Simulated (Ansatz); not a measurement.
System: Zn₂O₅, space group Pn-3m (No. 224) (one of a set of cubic test structures, which need not be the stable phase).

Input of one of the runs behind the figure:
```
crystal:
  lattice:
    - [5.155546725969, 0.0, 0.0]
    - [0.0, 5.155546725969, 0.0]
    - [0.0, 0.0, 5.155546725969]
  atoms:
    - { symbol: Zn, position: [0, 0, 0] }
    - { symbol: Zn, position: [0.5, 0.5, 0] }
    - { symbol: Zn, position: [0.5, 0, 0.5] }
    - { symbol: Zn, position: [0, 0.5, 0.5] }
    - { symbol: O, position: [0.5, 0, 0] }
    - { symbol: O, position: [0, 0.5, 0] }
    - { symbol: O, position: [0, 0, 0.5] }
    - { symbol: O, position: [0.5, 0.5, 0.5] }
    - { symbol: O, position: [0.75, 0.75, 0.25] }
    - { symbol: O, position: [0.75, 0.25, 0.75] }
    - { symbol: O, position: [0.25, 0.75, 0.75] }
    - { symbol: O, position: [0.75, 0.25, 0.25] }
    - { symbol: O, position: [0.25, 0.75, 0.25] }
    - { symbol: O, position: [0.25, 0.25, 0.75] }
kpoints:
  mp_grid: { grid: [21, 21, 21] }
hamiltonian:
  xc: pbe
  pseudopotentials: { kind: paw }
scf:
  occupations: { method: fermi_dirac, width: 0.061225619053 }
output:
  forces: true
  stress: true
```

Run as:
```bash
ansatz run input.yaml --threads 2
```

Computed with Ansatz 0.2.0 development build: equation of state of a cubic crystal from periodic Kohn-Sham density functional theory without spin, third-order Birch-Murnaghan fit to the free energies; pressure corrected for the finite basis. Level: PBE.

structure type cubic X2O5; atoms in cell 14; space group number 224; lattice centring simple cubic; k mesh 21×21×21; occupation method Fermi–Dirac; occupation width 0.06123 eV; wave cutoff 420 eV; datasets soft-1 PAW; density tolerance 1.4e−07 eV; bands 68; density cutoff ratio 4; search for lower states default.

Predict the energy above the lowest point and pressure against volume. The volume takes the values 9.20, 9.40, 9.59, 9.79, 9.98, 10.18, 10.38 Å³/atom.

A third-order Birch–Murnaghan fit gives V0 = 9.79 Å³/atom, B0 = 133 GPa and B′ = 4.6. The energy above the lowest point is 16.5 meV/atom at volume 9.20 Å³/atom and 13.1 meV/atom at 10.38 Å³/atom; the lowest computed point is at volume 9.79 Å³/atom (0.0 meV/atom), and no other minimum shows. The pressure falls from 9.5 GPa at volume 9.20 Å³/atom to −6.8 GPa at 10.38 Å³/atom, and changes sign near 9.79 Å³/atom.

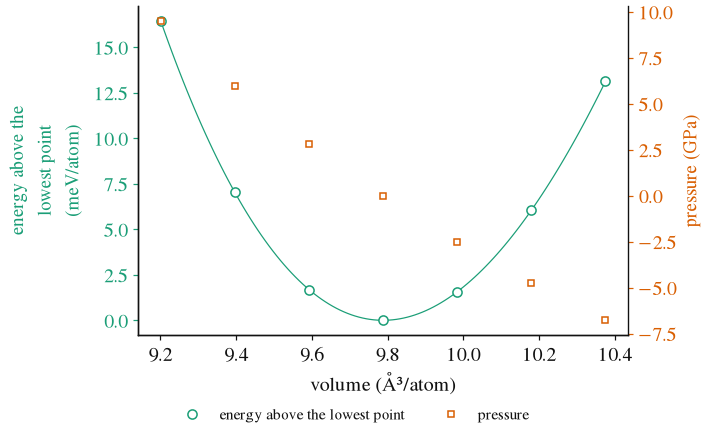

Caveats: cubic model structure, not the ambient form; no spin polarisation, a magnetic state may lie lower.
